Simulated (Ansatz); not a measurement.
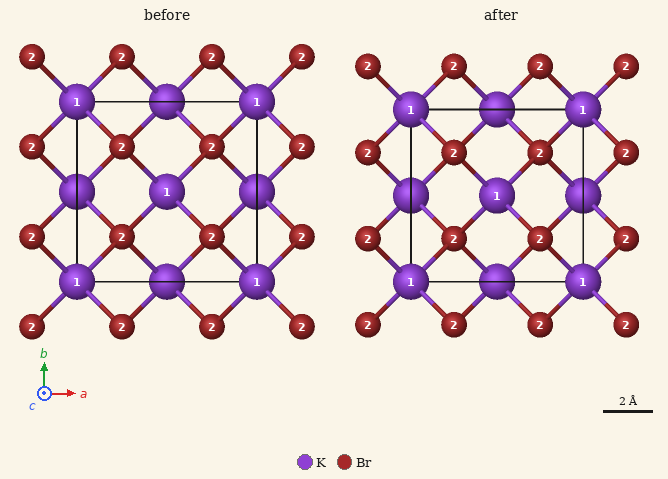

The structure of crystalline KBr (built on the zincblende type) before (left) and after (right) a relaxation, at one scale.

Style: ball-and-stick. Shown: the conventional cell (4 times the calculation's cell), along the c axis. Lengths and directions refer to the drawn axes.

All numbers below come from DFT, LDA, plane waves, PAW in Ansatz 0.2.0.

Input file:
```yaml
crystal:
  lattice:
    - [0.0, 3.7216415983, 3.7216415983]
    - [3.7216415983, 0.0, 3.7216415983]
    - [3.7216415983, 3.7216415983, 0.0]
  atoms:
    - { symbol: K, position: [0.0, 0.0, 0.0] }
    - { symbol: Br, position: [0.25, 0.25, 0.25] }
kpoints:
  mp_grid: { grid: [6, 6, 6] }
hamiltonian:
  xc: lda
scf:
  occupations: { method: fermi_dirac, width: 0.02 }
relax:
  f_tol: 0.005
  cell: {}
```

Run as
```bash
ansatz run input.yaml --threads 2 --pin off --max-ram 2211MiB --backend cpu --events-out ev --progress --plain --runs-dir out
```

Question: What changed between the two?

Answer: The energy falls by 54.4 meV per cell of the calculation in 4 accepted moves (5 points after the start). All forces vanish by symmetry, so only the cell relaxes. Pressure: −1.20 GPa at the start and −0.01 GPa at the end. The SCF was repeated once at an unchanged geometry on a basis and grid sized afresh for the cell, which shifted the energy by 0.8 meV per cell of the calculation at most. The atoms keep their places relative to the cell (all moves are under 0.005 Å). The drawn cell changes as follows: a = b = c 7.443 → 7.124 Å (−4.3 %); the volume changes by −12.3 %. Near-neighbour distances that change, for instance: K1–Br2 3.223 → 3.085 Å. The space group stays F-43m (No. 216).
